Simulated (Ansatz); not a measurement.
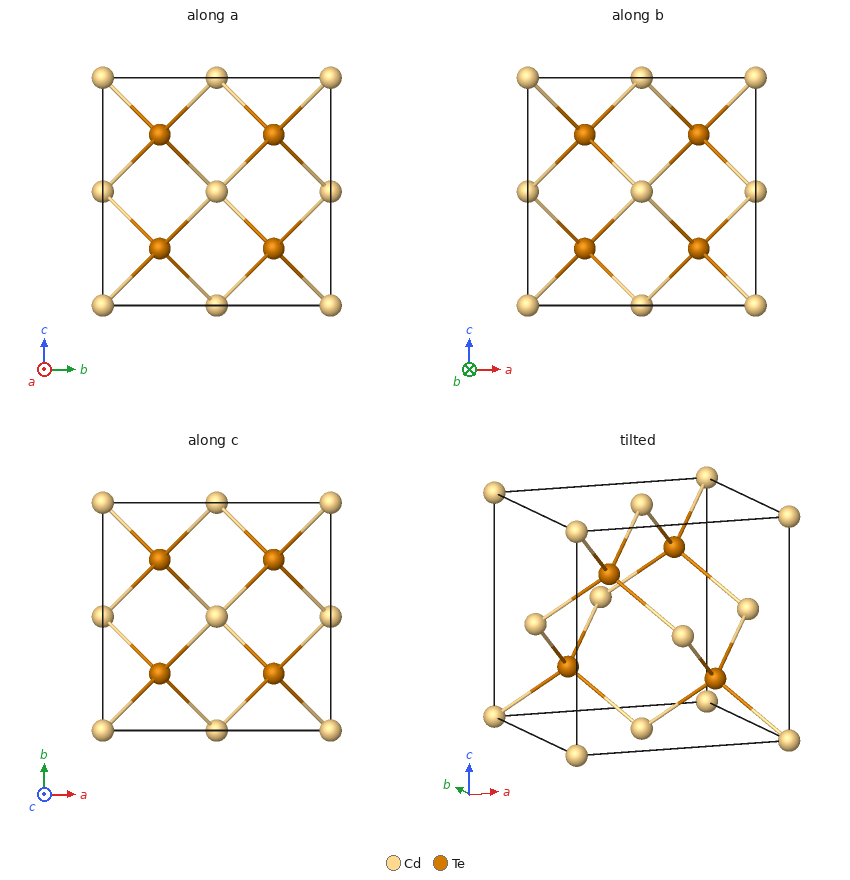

The figure gives a ball-and-stick picture of the atoms, viewed along the a axis, along the b axis, along the c axis and slightly off an axis. The conventional unit cell is outlined; an atom on or near a face, edge or corner is repeated at each equivalent position.

Lattice parameters: a = 6.770 Å, b = 6.770 Å, c = 6.770 Å, α = 90.00°, β = 90.00°, γ = 90.00°.

Q: Set out the cell and atoms as a table of Wyckoff sites.

A: Space group F-43m (No. 216).
```
atom  site       x       y       z
  Cd    4a  0.0000  0.0000  0.0000
  Te    4d  0.2500  0.2500  0.7500
```

Its origin is a structure type known for this compound. The cell was then strained or its atoms displaced on purpose. A calculation with Ansatz used it as input.
